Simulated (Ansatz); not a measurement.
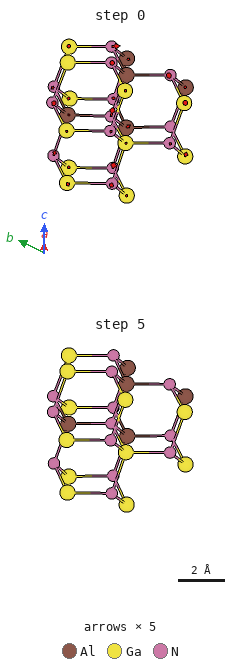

The structure of solid Al24Ga40N64 (a generated structure, set up in P1) before (top) and after (bottom) a relaxation, at one scale. The red arrows give the displacements, 5 times their true length.

The picture is a ball-and-stick view of the atoms within 4.2 Å of the atom that moves most (axes of the cell of the calculation), seen from a free direction.

The calculation used DFT, PBEsol, PAW, plane waves in Ansatz. Settings: plane-wave cutoff 420 eV; k-point mesh 1 × 1 × 1; mesh shifted by (0.5, 0.5, 0.5); no spin polarisation; cell relaxed at fixed shape; force threshold 0.03 eV/Å; at most 80 steps.

What changed between the two?

Answer. An N atom moves most: 0.11 Å along [2 −1 3]. By element the largest moves are N 0.11 Å, Ga 0.07 Å, Al 0.06 Å. The lattice vectors keep their values. Near-neighbour distances that change, for instance: Ga–N 1.871 → 1.964 Å, Al–N 1.971 → 1.897 Å, Al–N 1.942 → 1.893 Å, Ga–N 2.001 → 1.958 Å. Bond angles that change, for instance: Al–N–Ga 112.5° → 108.1°, Al–N–Al 106.1° → 110.0°, N–Al–N 111.1° → 107.4°. The space group stays P1 (No. 1). Over 5 geometry steps the energy falls by 2.848 eV per cell of the calculation. The largest force component goes from 2.1 to 0.017 eV/Å. The pressure goes from 0.70 to 0.01 GPa. Cost: 9.4 s on 1 × NVIDIA GB300 Max-Q with 8 threads of Arm Neoverse-V2, peak memory 2.2 GiB.
